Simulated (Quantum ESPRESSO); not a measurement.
## Relaxation of cell and atoms, with input and output: Y (part 1 of 2)

The run: relaxation of cell and atoms of Y (P6₃/mmc, 2 atoms in the cell). Method and program: Kohn-Sham DFT of a periodic cell, PBE, SSSP 1.3 efficiency PBE, no spin polarisation (Quantum ESPRESSO 7.5).

The structure derives from an entry of the Crystallography Open Database.

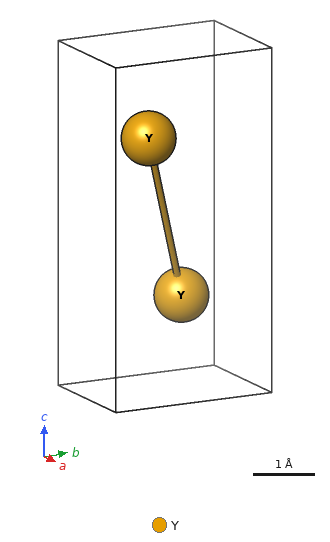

The structure as given in the input (ball-and-stick view of the cell of the calculation, seen slightly off an axis). An atom can appear more than once, as a periodic image.

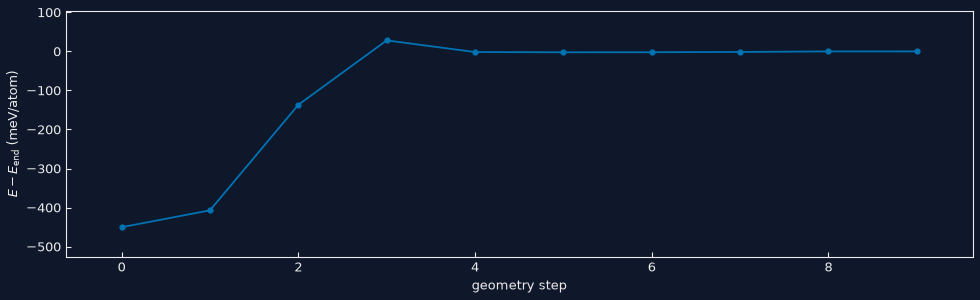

Progress of the relaxation, step by step (steps are counted from 0).

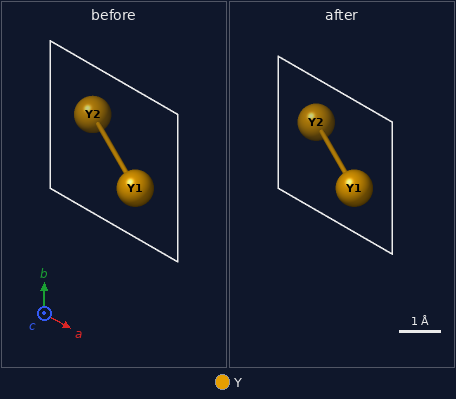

Before (left) and after (right) the relaxation, at one scale (ball-and-stick view of the cell of the calculation, along the c axis). Over 9 geometry steps the energy rises by 450 meV per atom. All forces vanish by symmetry, so only the cell relaxes. No atom moves by more than 0.005 Å relative to the cell. Cell: a = b 3.647 → 3.264 Å (−10.5 %), c 5.731 → 5.192 Å (−9.4 %). Volume −27.4 %. Distances before and after: Y1–Y1 3.647 → 3.264 Å, Y1–Y2 3.556 → 3.208 Å. The space group stays P6_3/mmc (No. 194). (Atoms are counted from 1 in the order of the input.)

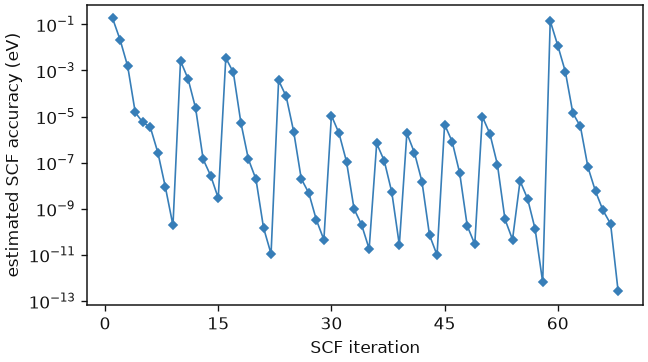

Convergence of the self-consistent field: estimated SCF accuracy against the iteration. The field takes 68 iterations in all.

The input and output of the run follow.

### Input
```
&CONTROL
  calculation = 'vc-relax'
  prefix = 'pwscf'
  outdir = './tmp'
  pseudo_dir = './pseudo'
  tprnfor = .true.
  tstress = .true.
  disk_io = 'low'
  nstep = 40
  forc_conv_thr = 0.0004
  etot_conv_thr = 1d-05
/
&SYSTEM
  ibrav = 0
  nat = 2
  ntyp = 1
  ecutwfc = 63
  ecutrho = 506
  nbnd = 18
  occupations = 'smearing'
  smearing = 'fd'
  degauss = 0.00367493
/
&ELECTRONS
  conv_thr = 4d-10
  electron_maxstep = 120
  mixing_beta = 0.5
/
&IONS
  ion_dynamics = 'bfgs'
/
&CELL
  cell_dynamics = 'bfgs'
  press = 200
  press_conv_thr = 0.3
/
ATOMIC_SPECIES
Y     88.9058 Y_pbe_v1.uspp.F.UPF
CELL_PARAMETERS bohr
   6.8925870670    0.0000000000    0.0000000000
  -3.4462935335    5.9691554979    0.0000000000
   0.0000000000    0.0000000000   10.8292645298
ATOMIC_POSITIONS bohr
Y      3.4462935338    1.9897184991    8.1219483973
Y     -0.0000000003    3.9794369988    2.7073161324
K_POINTS automatic
8 8 5 0 0 0
```

Launched with:
```bash
OMP_NUM_THREADS=1 pw.x -in pw.in > pw.out
```

### Log
```
This program is part of the open-source Quantum ESPRESSO suite
     for quantum simulation of materials; please cite
         "P. Giannozzi et al., J. Phys.:Condens. Matter 21 395502 (2009);
         "P. Giannozzi et al., J. Phys.:Condens. Matter 29 465901 (2017);
         "P. Giannozzi et al., J. Chem. Phys. 152 154105 (2020);
          URL
     in publications or presentations arising from this work. More details at

     Message from routine setup:
     using ibrav=0 with symmetry is DISCOURAGED, use correct ibrav instead

     G-vector sticks info
     --------------------
     sticks:   dense  smooth     PW     G-vecs:    dense   smooth      PW
     Sum        1651     823    241                85619    30157    4721

     Using Slab Decomposition

     bravais-lattice index     =            0
     lattice parameter (alat)  =       6.8926  a.u.
     unit-cell volume          =     445.5476 (a.u.)^3
     number of atoms/cell      =            2
     number of atomic types    =            1
     number of electrons       =        22.00
     number of Kohn-Sham states=           18
     kinetic-energy cutoff     =      63.0000  Ry
     charge density cutoff     =     506.0000  Ry
     scf convergence threshold =      4.0E-10
     mixing beta               =       0.5000
     number of iterations used =            8  plain     mixing
     energy convergence thresh.=      1.0E-05
     force convergence thresh. =      4.0E-04
     press convergence thresh. =      3.0E-01
     Exchange-correlation= SLA  PW   PBE  PBE
                           (   1   4   3   4   0   0   0)
     nstep                     =           40

     celldm(1)=   6.892587  celldm(2)=   0.000000  celldm(3)=   0.000000
     celldm(4)=   0.000000  celldm(5)=   0.000000  celldm(6)=   0.000000

     crystal axes: (cart. coord. in units of alat)
               a(1) = (   1.000000   0.000000   0.000000 )
               a(2) = (  -0.500000   0.866025   0.000000 )
               a(3) = (   0.000000   0.000000   1.571147 )

     reciprocal axes: (cart. coord. in units 2 pi/alat)
               b(1) = (  1.000000  0.577350 -0.000000 )
               b(2) = (  0.000000  1.154701  0.000000 )
               b(3) = (  0.000000 -0.000000  0.636478 )

     PseudoPot. # 1 for Y  read from file:
     Y_pbe_v1.uspp.F.UPF
     Pseudo is Ultrasoft + core correction, Zval = 11.0
     Generated by new atomic code, or converted to UPF format
     Using radial grid of  885 points,  6 beta functions with:
                l(1) =   0
                l(2) =   0
                l(3) =   1
                l(4) =   1
                l(5) =   2
                l(6) =   2
     Q(r) pseudized with  6 coefficients,  rinner =    1.200   1.200   1.200
                                                       1.200   1.200

     atomic species   valence    mass     pseudopotential
     Y                11.00    88.90580     Y ( 1.00)

     24 Sym. Ops., with inversion, found (12 have fractional translation)

   Cartesian axes

     site n.     atom                  positions (alat units)
         1        Y      tau(   1) = (   0.5000000   0.2886751   1.1783599  )
         2        Y      tau(   2) = (  -0.0000000   0.5773503   0.3927866  )

     number of k points=    30  Fermi-Dirac smearing, width (Ry)=  0.0037
                       cart. coord. in units 2pi/alat
        k(    1) = (   0.0000000   0.0000000   0.0000000), wk =   0.0062500
        k(    2) = (   0.0000000   0.0000000   0.1272956), wk =   0.0125000
        k(    3) = (   0.0000000   0.0000000   0.2545911), wk =   0.0125000
        k(    4) = (   0.0000000   0.1443376   0.0000000), wk =   0.0375000
        k(    5) = (   0.0000000   0.1443376   0.1272956), wk =   0.0750000
        k(    6) = (   0.0000000   0.1443376   0.2545911), wk =   0.0750000
        k(    7) = (   0.0000000   0.2886751   0.0000000), wk =   0.0375000
        k(    8) = (   0.0000000   0.2886751   0.1272956), wk =   0.0750000
        k(    9) = (   0.0000000   0.2886751   0.2545911), wk =   0.0750000
        k(   10) = (   0.0000000   0.4330127   0.0000000), wk =   0.0375000
        k(   11) = (   0.0000000   0.4330127   0.1272956), wk =   0.0750000
        k(   12) = (   0.0000000   0.4330127   0.2545911), wk =   0.0750000
        k(   13) = (   0.0000000  -0.5773503   0.0000000), wk =   0.0187500
        k(   14) = (   0.0000000  -0.5773503   0.1272956), wk =   0.0375000
        k(   15) = (   0.0000000  -0.5773503   0.2545911), wk =   0.0375000
        k(   16) = (   0.1250000   0.2165064   0.0000000), wk =   0.0375000
        k(   17) = (   0.1250000   0.2165064   0.1272956), wk =   0.0750000
        k(   18) = (   0.1250000   0.2165064   0.2545911), wk =   0.0750000
        k(   19) = (   0.1250000   0.3608439   0.0000000), wk =   0.0750000
        k(   20) = (   0.1250000   0.3608439   0.1272956), wk =   0.1500000
        k(   21) = (   0.1250000   0.3608439   0.2545911), wk =   0.1500000
        k(   22) = (   0.1250000   0.5051815   0.0000000), wk =   0.0750000
        k(   23) = (   0.1250000   0.5051815   0.1272956), wk =   0.1500000
        k(   24) = (   0.1250000   0.5051815   0.2545911), wk =   0.1500000
        k(   25) = (   0.2500000   0.4330127   0.0000000), wk =   0.0375000
        k(   26) = (   0.2500000   0.4330127   0.1272956), wk =   0.0750000
        k(   27) = (   0.2500000   0.4330127   0.2545911), wk =   0.0750000
        k(   28) = (   0.2500000   0.5773503   0.0000000), wk =   0.0375000
        k(   29) = (   0.2500000   0.5773503   0.1272956), wk =   0.0750000
        k(   30) = (   0.2500000   0.5773503   0.2545911), wk =   0.0750000

     Dense  grid:    85619 G-vectors     FFT dimensions: (  50,  50,  80)

     Smooth grid:    30157 G-vectors     FFT dimensions: (  36,  36,  60)

     Check: negative core charge=   -0.000003

     Initial potential from superposition of free atoms

     starting charge      21.9911, renormalised to      22.0000

     negative rho (up, down):  8.697E-02 0.000E+00
     Starting wfcs are   26 randomized atomic wfcs

     Self-consistent Calculation

     iteration #  1     ecut=    63.00 Ry     beta= 0.50
     Davidson diagonalization with overlap
     ethr =  1.00E-02,  avg # of iterations =  2.0

     Threshold (ethr) on eigenvalues was too large:
     Diagonalizing with lowered threshold

     Davidson diagonalization with overlap
     ethr =  4.08E-05,  avg # of iterations =  4.1

     negative rho (up, down):  8.667E-02 0.000E+00

     total energy              =    -174.99674169 Ry
     estimated scf accuracy    <       0.01291848 Ry

     iteration #  2     ecut=    63.00 Ry     beta= 0.50
     Davidson diagonalization with overlap
     ethr =  5.87E-05,  avg # of iterations =  1.8

     negative rho (up, down):  8.685E-02 0.000E+00

     total energy              =    -174.99771990 Ry
     estimated scf accuracy    <       0.00156226 Ry

     iteration #  3     ecut=    63.00 Ry     beta= 0.50
     Davidson diagonalization with overlap
     ethr =  7.10E-06,  avg # of iterations =  2.4

     negative rho (up, down):  8.697E-02 0.000E+00

     total energy              =    -174.99789799 Ry
     estimated scf accuracy    <       0.00011026 Ry

     iteration #  4     ecut=    63.00 Ry     beta= 0.50
     Davidson diagonalization with overlap
     ethr =  5.01E-07,  avg # of iterations =  2.4

     negative rho (up, down):  8.687E-02 0.000E+00

     total energy              =    -174.99790910 Ry
     estimated scf accuracy    <       0.00000111 Ry

     iteration #  5     ecut=    63.00 Ry     beta= 0.50
     Davidson diagonalization with overlap
     ethr =  5.06E-09,  avg # of iterations =  4.0

     negative rho (up, down):  8.686E-02 0.000E+00

     total energy              =    -174.99791040 Ry
     estimated scf accuracy    <       0.00000041 Ry

     iteration #  6     ecut=    63.00 Ry     beta= 0.50
     Davidson diagonalization with overlap
     ethr =  1.88E-09,  avg # of iterations =  1.0

     negative rho (up, down):  8.681E-02 0.000E+00

     total energy              =    -174.99791027 Ry
     estimated scf accuracy    <       0.00000025 Ry

     iteration #  7     ecut=    63.00 Ry     beta= 0.50
     Davidson diagonalization with overlap
     ethr =  1.16E-09,  avg # of iterations =  2.0

     negative rho (up, down):  8.681E-02 0.000E+00

     total energy              =    -174.99791033 Ry
     estimated scf accuracy    <       0.00000002 Ry

     iteration #  8     ecut=    63.00 Ry     beta= 0.50
     Davidson diagonalization with overlap
     ethr =  7.38E-11,  avg # of iterations =  2.0

     negative rho (up, down):  8.681E-02 0.000E+00

     total energy              =    -174.99791033 Ry
     estimated scf accuracy    <          6.2E-10 Ry

     iteration #  9     ecut=    63.00 Ry     beta= 0.50
     Davidson diagonalization with overlap
     ethr =  2.83E-12,  avg # of iterations =  2.4

     negative rho (up, down):  8.681E-02 0.000E+00

     End of self-consistent calculation

          k = 0.0000 0.0000 0.0000 (  3765 PWs)   bands (ev):

   -33.1973 -33.1256 -13.4764 -13.0108 -13.0108 -12.9236 -12.9236 -12.8917
     4.8371   7.6402  10.3329  11.2299  11.2299  11.5177  11.8283  11.8283
    12.2681  12.2681

          k = 0.0000 0.0000 0.1273 (  3741 PWs)   bands (ev):

   -33.1905 -33.1325 -13.4234 -13.0025 -13.0025 -12.9506 -12.9320 -12.9320
     5.0931   7.4320  10.1629  11.1166  11.1166  11.2721  11.6262  11.6262
    12.6572  12.6572

          k = 0.0000 0.0000 0.2546 (  3748 PWs)   bands (ev):

   -33.1727 -33.1505 -13.2819 -13.1015 -12.9808 -12.9808 -12.9539 -12.9539
     5.7955   6.7206  10.2132  10.7061  11.0814  11.0814  11.2799  11.2799
    13.4231  13.4231

          k = 0.0000 0.1443 0.0000 (  3763 PWs)   bands (ev):

   -33.1898 -33.1230 -13.4496 -13.0646 -13.0289 -12.9798 -12.9308 -12.9044
     5.1607   7.9399  10.0210  10.6074  11.4877  11.5352  11.8938  11.9629
    11.9837  12.1152

          k = 0.0000 0.1443 0.1273 (  3760 PWs)   bands (ev):

   -33.1835 -33.1294 -13.4041 -13.0528 -13.0196 -13.0156 -12.9402 -12.9304
     5.4056   7.7308   9.8378  10.6429  11.2672  11.3485  11.4706  11.8503
    12.5228  12.5910

          k = 0.0000 0.1443 0.2546 (  3759 PWs)   bands (ev):

   -33.1669 -33.1462 -13.2837 -13.1331 -13.0184 -12.9952 -12.9752 -12.9649
     6.0831   6.9977   9.9571  10.5122  10.8622  11.1736  11.3012  11.5081
    13.3266  13.3990

          k = 0.0000 0.2887 0.0000 (  3773 PWs)   bands (ev):

   -33.1709 -33.1175 -13.3773 -13.1953 -13.1094 -13.0704 -12.9500 -12.9425
     6.0338   8.5561   9.3898   9.8596  10.9927  11.3571  11.4796  12.4125
    12.6610  12.9169

          k = 0.0000 0.2887 0.1273 (  3772 PWs)   bands (ev):

   -33.1658 -33.1227 -13.3641 -13.1713 -13.1371 -13.0590 -12.9617 -12.9534
     6.2355   8.3640   9.2776   9.9420  10.8885  11.2406  11.5234  12.4430
    12.8776  12.8985

          k = 0.0000 0.2887 0.2546 (  3765 PWs)   bands (ev):

   -33.1525 -33.1360 -13.3164 -13.2371 -13.0760 -13.0292 -12.9988 -12.9920
     6.8041   7.6166   9.5627   9.9915  10.6126  10.9224  11.7192  12.0891
    13.3905  13.5001

          k = 0.0000 0.4330 0.0000 (  3765 PWs)   bands (ev):

   -33.1495 -33.1145 -13.3265 -13.2847 -13.2317 -13.1096 -13.0006 -12.9709
     7.1418   8.5779   8.8679   9.5087  10.9893  11.0969  11.2082  13.6993
    13.7192  13.9972

          k = 0.0000 0.4330 0.1273 (  3766 PWs)   bands (ev):

   -33.1462 -33.1178 -13.3804 -13.2807 -13.1875 -13.0966 -12.9935 -12.9844
     7.2254   8.4391   8.9838   9.5819  10.8027  11.1898  11.2838  13.4887
    13.7132  13.8674

          k = 0.0000 0.4330 0.2546 (  3755 PWs)   bands (ev):

   -33.1374 -33.1266 -13.3948 -13.3522 -13.0816 -13.0622 -13.0194 -13.0111
     7.5060   7.9753   9.3813   9.6863  10.6601  10.8548  11.8224  12.6334
    13.9440  14.0740

          k = 0.0000-0.5774 0.0000 (  3752 PWs)   bands (ev):

   -33.1387 -33.1152 -13.3807 -13.2806 -13.2300 -13.1254 -13.0410 -12.9799
     7.8257   8.3090   8.6733   9.3680  10.8617  10.9590  11.5269  14.4801
    14.8255  14.9368

          k = 0.0000-0.5774 0.1273 (  3766 PWs)   bands (ev):

   -33.1364 -33.1174 -13.4164 -13.3263 -13.1655 -13.1118 -13.0215 -12.9940
     7.7097   8.2815   9.0494   9.2558  10.9651  11.1719  11.2707  13.9992
    14.5646  14.7988

          k = 0.0000-0.5774 0.2546 (  3778 PWs)   bands (ev):

   -33.1305 -33.1233 -13.4361 -13.3998 -13.0758 -13.0715 -13.0308 -13.0183
     7.7330   8.0135   9.4065   9.5468  10.8546  10.9355  11.7951  12.7793
    14.6312  14.7258

          k = 0.1250 0.2165 0.0000 (  3759 PWs)   bands (ev):

   -33.1766 -33.1190 -13.3998 -13.1389 -13.1085 -13.0288 -12.9560 -12.9300
     5.7642   8.4410   9.5798   9.9896  11.0890  11.3172  11.7720  12.1722
    12.2642  12.7968

          k = 0.1250 0.2165 0.1273 (  3776 PWs)   bands (ev):

   -33.1711 -33.1245 -13.3729 -13.1243 -13.1156 -13.0439 -12.9667 -12.9413
     5.9834   8.2363   9.4204  10.0708  11.0388  11.2227  11.5547  12.1888
    12.5525  12.9471

          k = 0.1250 0.2165 0.2546 (  3764 PWs)   bands (ev):

   -33.1568 -33.1390 -13.2992 -13.2013 -13.0590 -13.0355 -12.9923 -12.9816
     6.5981   7.4655   9.6596  10.1360  10.6346  10.9419  11.6314  11.8833
    13.2225  13.5863

          k = 0.1250 0.3608 0.0000 (  3765 PWs)   bands (ev):

   -33.1562 -33.1149 -13.3157 -13.2597 -13.2047 -13.0943 -12.9907 -12.9798
     6.7943   8.8756   9.0722   9.4686  10.8522  10.9567  11.3479  12.8994
    13.2904  13.8910

          k = 0.1250 0.3608 0.1273 (  3765 PWs)   bands (ev):

   -33.1523 -33.1189 -13.3498 -13.2468 -13.1728 -13.0993 -13.0063 -12.9696
     6.9457   8.6755   9.0957   9.5781  10.6742  11.1111  11.2484  12.7838
    13.4916  13.7023

          k = 0.1250 0.3608 0.2546 (  3763 PWs)   bands (ev):

   -33.1420 -33.1292 -13.3517 -13.3051 -13.0990 -13.0736 -13.0279 -12.9869
     7.3804   8.0225   9.4660   9.7335  10.4514  10.6760  11.7163  12.3454
    13.7562  13.8243

          k = 0.1250 0.5052 0.0000 (  3772 PWs)   bands (ev):
```
